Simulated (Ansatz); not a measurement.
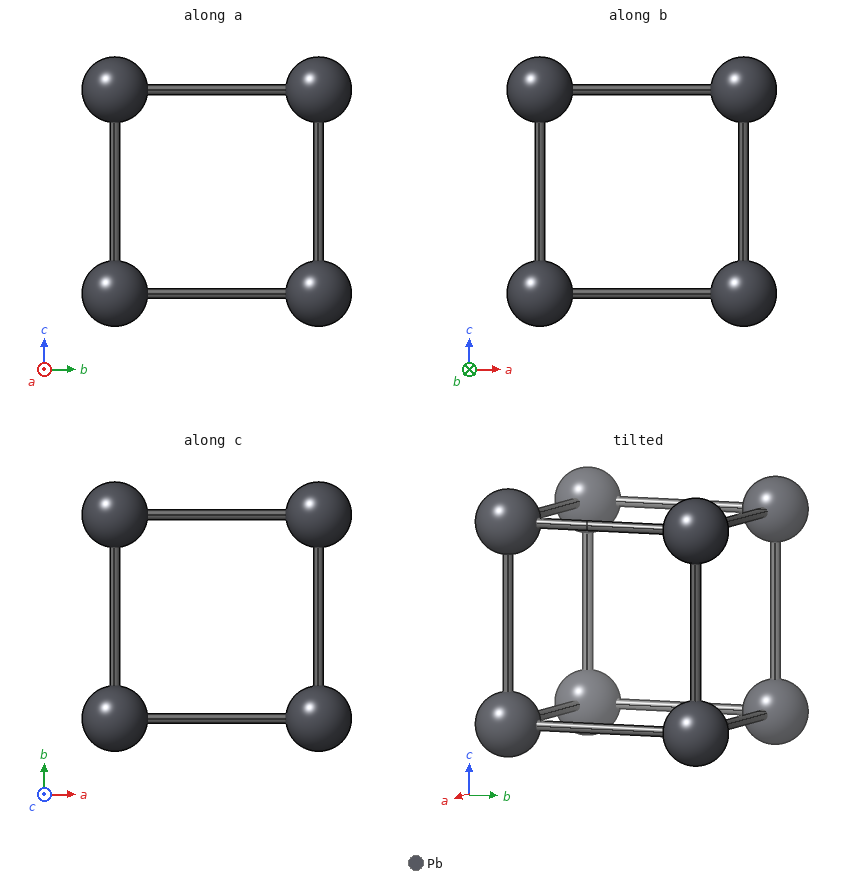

The image is a ball-and-stick drawing of a crystal, viewed along the a axis, along the b axis, along the c axis and slightly off an axis. The edges of the conventional unit cell are marked.

Lattice parameters: a = 3.1027 Å, b = 3.1027 Å, c = 3.1027 Å, α = 90.000°, β = 90.000°, γ = 90.000°.

> Transcribe the picture into a CIF with its space group and independent sites.

```cif
data_structure
_symmetry_space_group_name_H-M 'P m -3 m'
_symmetry_Int_Tables_number 221
_cell_length_a 3.1027
_cell_length_b 3.1027
_cell_length_c 3.1027
_cell_angle_alpha 90.000
_cell_angle_beta 90.000
_cell_angle_gamma 90.000
_cell_volume 29.87
loop_
_atom_site_label
_atom_site_type_symbol
_atom_site_symmetry_multiplicity
_atom_site_Wyckoff_symbol
_atom_site_fract_x
_atom_site_fract_y
_atom_site_fract_z
_atom_site_occupancy
Pb1 Pb 1 a 0.0000 0.0000 0.0000 1
```

Its origin is a structure type filled with this element by a generator (whether the element takes this form wasn't checked). Earlier steps of the study may have refined or changed the cell and positions. A calculation with Ansatz used it as input.
